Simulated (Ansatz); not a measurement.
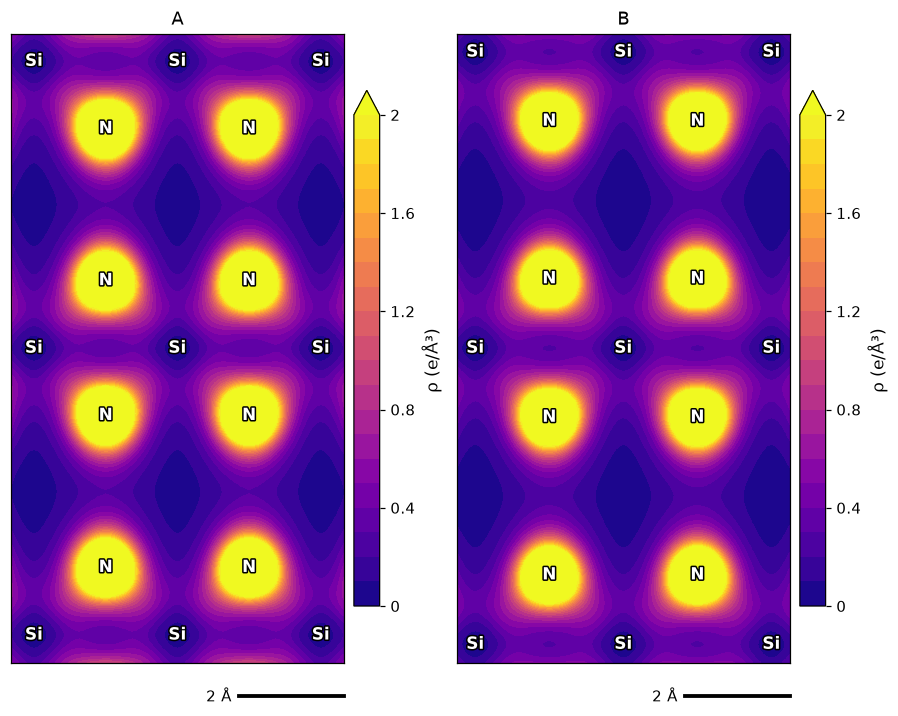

Si₃N₄. The valence pseudo-density of two cells that differ in size, on the (011) plane of each (indices in the axes of the calculation cell), at one length scale and on one colour scale: B has 9.1 Å³ an atom and A 8.3.

Space group Fd-3m; a structure from a database of computed crystals, not necessarily the ambient phase.

Computed with DFT PBEsol, scalar-relativistic, plane waves, PAW in Ansatz.

The density is the valence pseudo-density of a PAW calculation; it isn't the true density close to the nuclei.

The larger cell:

```
Si N
1.0
     0.00000    3.99697    3.99697
     3.99697    0.00000    3.99697
     3.99697    3.99697    0.00000
Si N
6 8
Direct
  0.12500 0.12500 0.62500
  0.12500 0.62500 0.12500
  0.62500 0.12500 0.12500
  0.12500 0.12500 0.12500
  0.75000 0.75000 0.75000
  0.50000 0.50000 0.50000
  0.36692 0.36692 0.36692
  0.35076 0.88308 0.88308
  0.88308 0.88308 0.35076
  0.88308 0.35076 0.88308
  0.36692 0.36692 0.89924
  0.36692 0.89924 0.36692
  0.88308 0.88308 0.88308
  0.89924 0.36692 0.36692
```

The smaller cell: a = 5.476 Å, b = 5.476 Å, c = 5.476 Å, α = 60.00°, β = 60.00°, γ = 60.00°.

Question: What changes from the larger cell to the smaller?

Answer: From the larger cell to the smaller, Si–N goes from 1.94 to 1.88 Å, and the density at its midpoint from 0.76 to 0.84 e/Å³; the pressure goes from −24 to 0.0 GPa; the Kohn–Sham gap goes from 2.9 eV to 3.3 eV.
